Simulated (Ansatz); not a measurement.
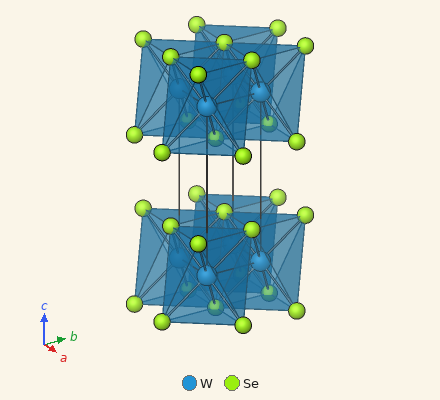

WSe₂ (P-3m1, No. 164): coordinates from a relaxation at fixed volume with Ansatz 0.2.0, DFT PBEsol, scalar-relativistic, plane waves, PAW; the starting structure was generated, so it need not be a known form of this composition.

```cif
data_structure
_symmetry_space_group_name_H-M 'P-3m1'
_symmetry_Int_Tables_number 164
_cell_length_a 3.2461
_cell_length_b 3.2461
_cell_length_c 6.8379
_cell_angle_alpha 90.000
_cell_angle_beta 90.000
_cell_angle_gamma 120.000
_cell_volume 62.40
loop_
_atom_site_label
_atom_site_type_symbol
_atom_site_symmetry_multiplicity
_atom_site_Wyckoff_symbol
_atom_site_fract_x
_atom_site_fract_y
_atom_site_fract_z
_atom_site_occupancy
W1 W 1 a 0.00000 0.00000 0.00000 1
Se1 Se 2 d 0.33333 0.66667 0.25120 1
```

What will a dark-field STEM-like image along [201] show? The image is simulated as a sum over atoms of Z^1.7, blurred by a 0.63 Å probe (no channelling). The probe carries 15 % of its weight in a tail 2.5 times as wide. The display is stretched by a gamma of 0.65; percentages refer to the linear signal. A slight drift was added.

Answer. The columns repeat on a centred rectangular net of 2.35 × 5.62 Å (plane group c2mm). The brightest columns hold 1 W per repeat; in falling brightness follow 1 Se (about 25 %). Brightness is counted from the darkest point of the image. The closest visible columns (W and Se) are 0.94 Å apart in projection. Along the beam the structure repeats every 9.43 Å.

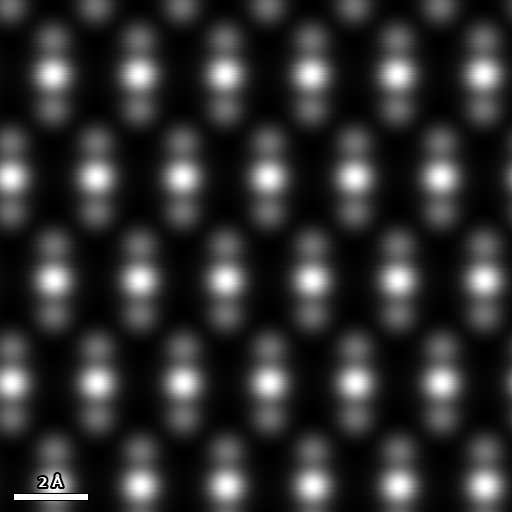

The simulated image.
